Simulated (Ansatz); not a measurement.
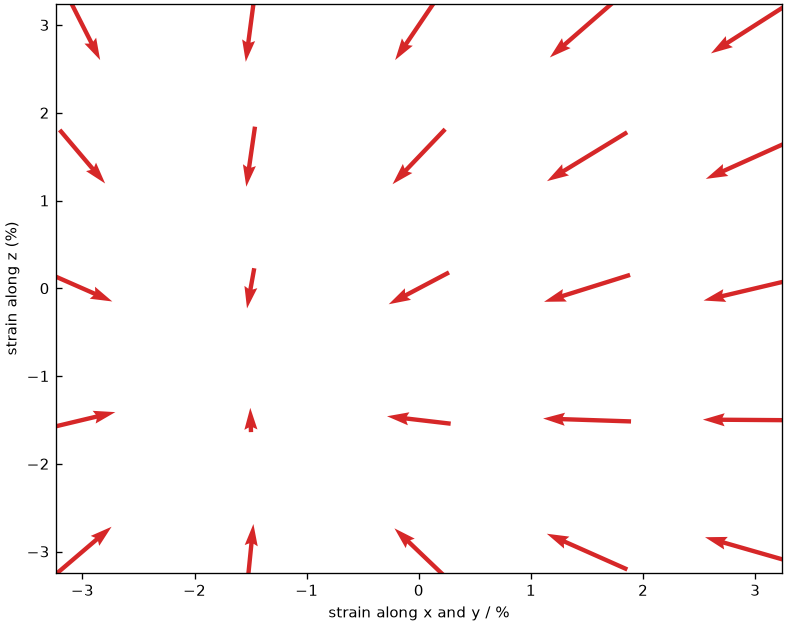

MgO₂ (R-3m, No. 166; 3 atoms in the cell). 
- The cell is strained homogeneously, by one strain along x and y and another along z, with fractional coordinates fixed (x along [1 0 0], z along [0 0 1] of the conventional cell).
- The first coordinate is: strain along x and y; the second: strain along z.
- Grid: 5 × 5 points.
- Points are written as (first, second).
- The reference cell is the one listed in the database, not relaxed at this level.
- Computed with Ansatz 0.2.0, DFT r2SCAN, scalar-relativistic, plane waves, PAW. Settings: cutoff 500 eV, k-mesh 12×12×12, gaussian smearing 0.05 eV, no spin polarisation.

In the figure: arrows along the force (downhill), their lengths compressed.

Question: The arrows alone are given. Where is the energy lowest?

Answer: The arrows converge at about (−1.5 %, −1.1 %) (read from the interpolated surface).

The energy map of the same scan:

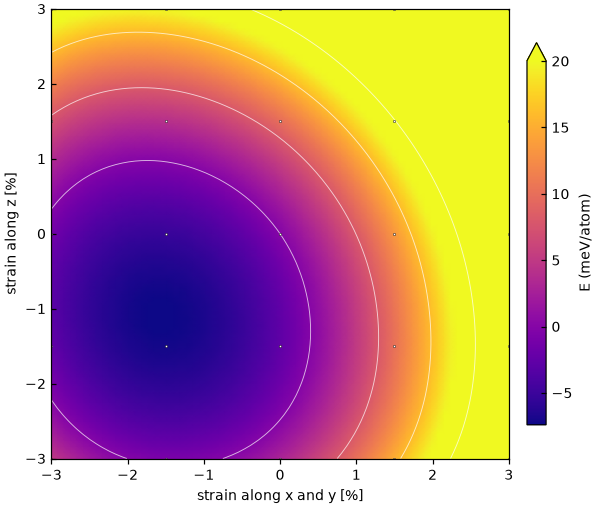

Energies are in meV/atom, from the unstrained cell; between grid points the surface is interpolated.
